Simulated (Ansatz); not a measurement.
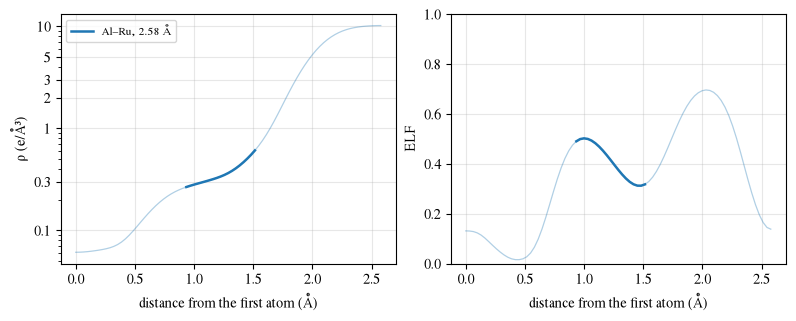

Figure 1: AlRu. Valence pseudo-density and electron localisation function along straight lines between neighbouring atoms. Thin, pale parts lie inside the atomic spheres.

Space group Pm-3m; changed on purpose from its base cell (all atoms moved at random, sigma 0.4 A a component, cell strained at random, sigma 0.06; relaxed back); computed without spin polarisation.

These are results of Ansatz 0.2.0, DFT PBEsol, scalar-relativistic, plane waves, PAW, not measurements.

Core electrons are frozen (PAW), and the valence fields are smoothed inside the atomic spheres.

**What can be read from the curves?**

Al–Ru (2.58 Å): ρ at the midpoint is about 0.37 e/Å³; the ELF is about 0.40 at the midpoint.
